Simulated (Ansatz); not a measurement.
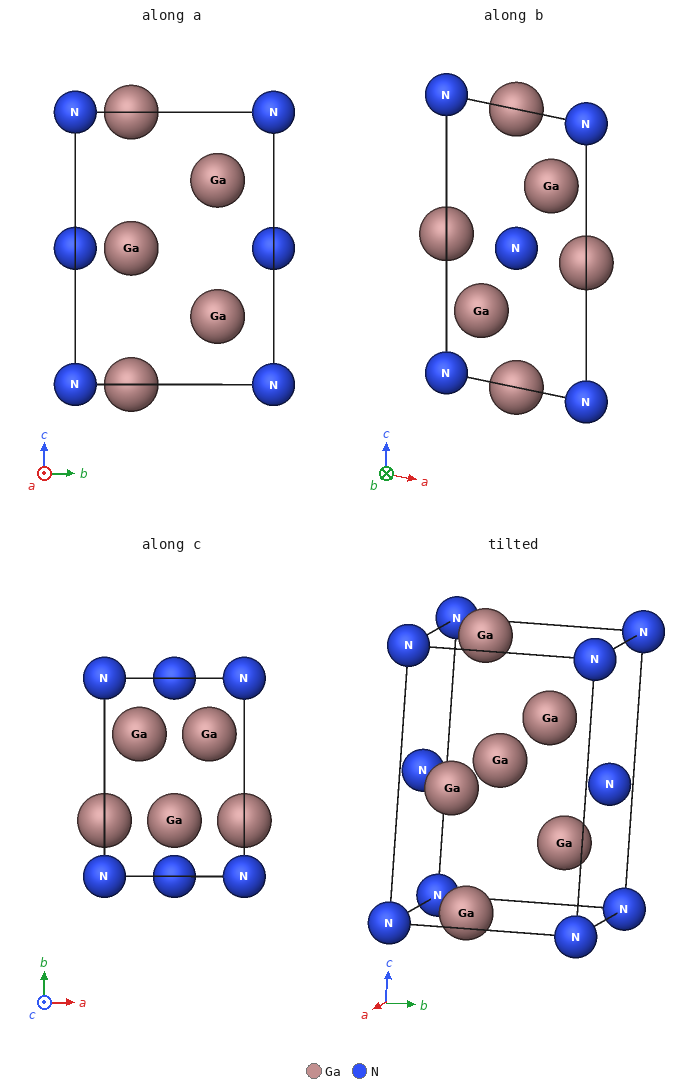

Spheres-only representation of a periodic structure, projected along the a axis, along the b axis, along the c axis and slightly off an axis. The wireframe shows the unit cell.

Lattice parameters: a = 3.1620 Å, b = 4.3903 Å, c = 6.1597 Å, α = 90.026°, β = 101.753°, γ = 90.026°.

### From the views, write a CIF in P1 with every atom of the cell, with free fractional coordinates to two decimals.

```cif
data_structure
_symmetry_space_group_name_H-M 'P 1'
_symmetry_Int_Tables_number 1
_cell_length_a 3.1620
_cell_length_b 4.3903
_cell_length_c 6.1597
_cell_angle_alpha 90.026
_cell_angle_beta 101.753
_cell_angle_gamma 90.026
_cell_volume 83.72
loop_
_atom_site_label
_atom_site_type_symbol
_atom_site_fract_x
_atom_site_fract_y
_atom_site_fract_z
_atom_site_occupancy
Ga1 Ga 0.25 0.72 0.25 1
Ga2 Ga 0.75 0.72 0.75 1
Ga3 Ga 0.50 0.28 0.00 1
Ga4 Ga 0.00 0.28 0.50 1
N1 N 0.00 0.00 0.00 1
N2 N 0.50 0.00 0.50 1
```

The model was built from a structure type filled with these elements by a generator (whether the compound takes this form wasn't checked). A relaxation with Ansatz, DFT PBE, scalar-relativistic, plane waves, PAW gave the geometry drawn.
